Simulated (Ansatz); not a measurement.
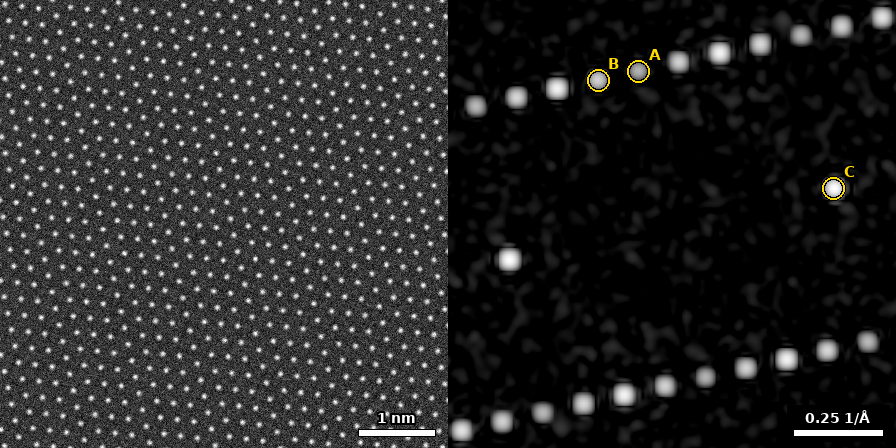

Phase-contrast TEM-like image of a crystal. Simulated in the weak-phase-object approximation with neutral-atom potentials: 300 kV, Cs = −13 µm, defocus +61 Å (negative is underfocus), defocus spread 8 Å, aperture 1.52 1/Å. Shot noise was added.

The right panel is the modulus of the image's Fourier transform on a logarithmic scale.

**Which lattice spacings do the marked spots stand for, and what angle do A and B enclose?**

A: 2.3 Å, B: 2.2 Å, C: 2.1 Å; A and B enclose about 15°.

The crystal is Cu (P6_3/mmc, No. 194) along [100]; the spots are (0 -1 0), (0 -1 -1) and (004). Structure: coordinates from a relaxation with Ansatz 0.2.0, DFT, RPBE, plane waves (420 eV) with PAW, scalar-relativistic; the starting structure was generated, so it need not be a known form of this composition.
